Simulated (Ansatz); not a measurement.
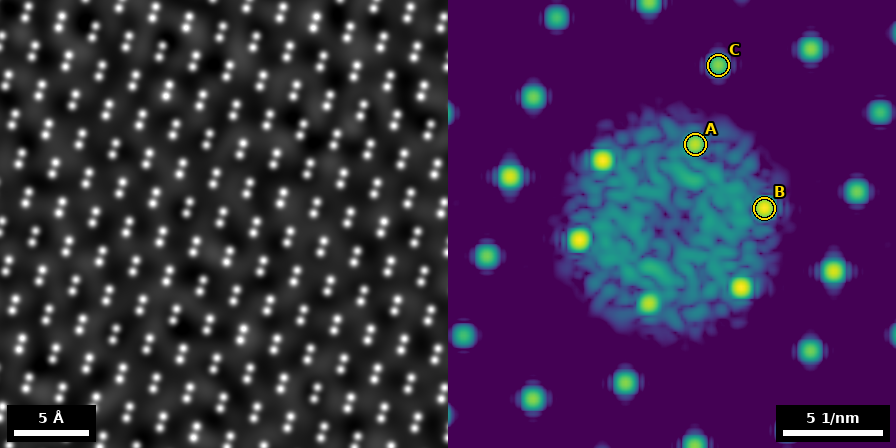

Z-contrast image of a crystal. Simulated incoherent Z contrast: every atom adds Z^1.7 spread by a probe of 0.50 Å full width; channelling and multiple scattering are left out. The speckle of an amorphous layer was added.

The right panel is the modulus of the image's Fourier transform on a logarithmic scale.

Question: Which lattice spacings do the marked spots stand for, and what angle do A and B enclose?

Answer: A: 2.4 Å, B: 2.1 Å, C: 1.2 Å; A and B enclose about 64°.

The crystal is Ir (P6_3/mmc, No. 194) along [101]; the spots are (0 -1 0), (-1 0 1) and (0 -2 0). Model: coordinates from a relaxation at fixed volume with Ansatz 0.2.0, DFT r2SCAN, scalar-relativistic, plane waves, PAW; the starting structure was generated, so it need not be a known form of this composition.
